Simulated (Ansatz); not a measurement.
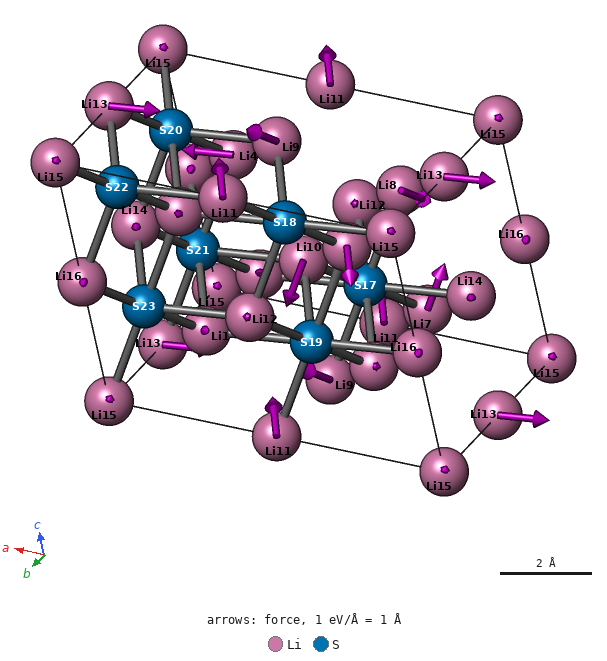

Starting geometry of a defect cell of composition Li16S7 (cell charge +2) with the computed forces as purple arrows. Style: ball-and-stick. Shown: the cell of the calculation (origin shifted), from a free direction.

The calculation used DFT, PBE, plane-wave PAW, default files, scalar-relativistic in Ansatz 0.2.0.

Input
```yaml
crystal:
  lattice:
    - [0.0, 5.6703356858, 5.6703356858]
    - [5.6703356858, 0.0, 5.6703356858]
    - [5.6703356858, 5.6703356858, 0.0]
  atoms:
    - { symbol: Li, position: [0.375, 0.375, 0.375] }
    - { symbol: Li, position: [0.375, 0.375, 0.875] }
    - { symbol: Li, position: [0.375, 0.875, 0.375] }
    - { symbol: Li, position: [0.375, 0.875, 0.875] }
    - { symbol: Li, position: [0.875, 0.375, 0.375] }
    - { symbol: Li, position: [0.875, 0.375, 0.875] }
    - { symbol: Li, position: [0.875, 0.875, 0.375] }
    - { symbol: Li, position: [0.875, 0.875, 0.875] }
    - { symbol: Li, position: [0.125, 0.125, 0.125] }
    - { symbol: Li, position: [0.125, 0.125, 0.625] }
    - { symbol: Li, position: [0.125, 0.625, 0.125] }
    - { symbol: Li, position: [0.125, 0.625, 0.625] }
    - { symbol: Li, position: [0.625, 0.125, 0.125] }
    - { symbol: Li, position: [0.625, 0.125, 0.625] }
    - { symbol: Li, position: [0.625, 0.625, 0.125] }
    - { symbol: Li, position: [0.625, 0.625, 0.625] }
    - { symbol: S, position: [0.0, 0.0, 0.5] }
    - { symbol: S, position: [0.0, 0.5, 0.0] }
    - { symbol: S, position: [0.0, 0.5, 0.5] }
    - { symbol: S, position: [0.5, 0.0, 0.0] }
    - { symbol: S, position: [0.5, 0.0, 0.5] }
    - { symbol: S, position: [0.5, 0.5, 0.0] }
    - { symbol: S, position: [0.5, 0.5, 0.5] }
total_charge: 2
kpoints:
  mp_grid: { grid: [3, 3, 3] }
scf:
  occupations: { method: fermi_dirac, width: 0.01 }
hamiltonian:
  xc: pbe
  pseudopotentials: { kind: paw }
output:
  forces: true
  stress: true
  populations: true
  efg:
    quadrupole_moments_barn: { Li: -0.0401, S: -0.0694 }
    contact_densities: true
  write_density: true
  write_potential: true
  elf: true
  volumetric_format: npy
relax:
  f_tol: 0.03
  max_steps: 40
```

Run as
```bash
ansatz run input.yaml --threads 1 --pin off --max-ram 2560MiB --backend cpu --events-out ev --progress --plain --runs-dir out
```

Question: Is this structure relaxed? If not, where do the atoms go?

Answer: It isn't relaxed: the largest force vector, on Li atoms, is 1.22 eV/Å. The atoms end up moving mostly along the starting forces (cosine between the two patterns 0.99). Over 2 accepted moves (3 points after the start) the energy falls by 1.835 eV per cell of the calculation. Largest force component: 0.7 eV/Å at the start, 0.026 eV/Å at the end. 1 step only repeated the SCF at the same geometry. The largest moves, 0.36 Å, are those of 8 atoms (Li4, Li6, Li7, Li8 and others). Li13 goes along [−3 1 1]. S stays in place. The lattice vectors keep their values. Near-neighbour distances that change, for instance: Li10–S17 2.455 → 2.359 Å, Li12–S23 2.455 → 2.365 Å, Li12–S17 2.455 → 2.487 Å. Among the angles between lasting bonds that change: S20–Li4–S21 109.5° → 116.4°, S17–Li14–S20 109.5° → 107.4°. The run took 13 s on 1 thread of AMD EPYC 9R45 96-Core Processor (Zen 5), with other jobs on the host, peak memory 0.67 GiB.

Limits of the set-up: the periodic images lie only 8.0 Å apart, so the values are limited by the cell's size; the cell is charged, on a uniform background, and energies carry no finite-size correction.
